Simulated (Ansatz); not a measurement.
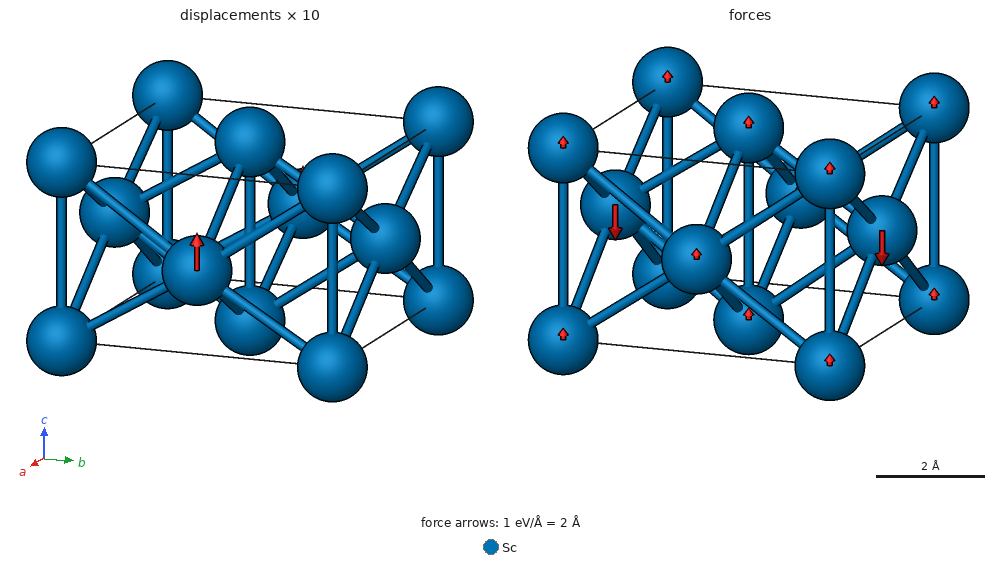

Left: a symmetric starting cell of Sc, with red arrows for the displacements applied to it (without the part that the change of the cell carries along). Right: the displaced structure with the computed forces. Besides, the cell is strained by +7.5 % along c and −1.5 % across it (volume +4.2 %). Style: ball-and-stick. Shown: the cell of the calculation, slightly off an axis.

Computed with Ansatz 0.2.0, DFT PBEsol, scalar-relativistic, plane waves, PAW. (plane-wave cutoff 420 eV; k-point mesh 8 × 8 × 10; occupations gaussian; smearing width 0.1 eV; no spin polarisation)

### Describe the distortion and the response.

A single atom, Sc, is moved by 0.07 Å along +c. No relaxation follows. The starting cell wasn't computed here and needn't be at equilibrium, so pressure and forces aren't due to the change alone. The pressure is −4.7 GPa (not all of it need come from the change, since the unchanged cell can be under pressure at this level too). The principal stresses (compression positive) are −4.8 GPa along c and −4.6 GPa across it. The largest force is 0.35 eV/Å, on a Sc atom. The forces have little in common with the displacements (cosine 0.30). Among the bonded contacts that change: Sc–Sc 3.435 → 3.691 Å, Sc–Sc 3.151 → 3.180 to 3.219 Å, Sc–Sc 3.271 → 3.272 to 3.314 Å. The space group (tolerance 0.01 Å) goes from P4/nmm (No. 129) to P4mm (No. 99).
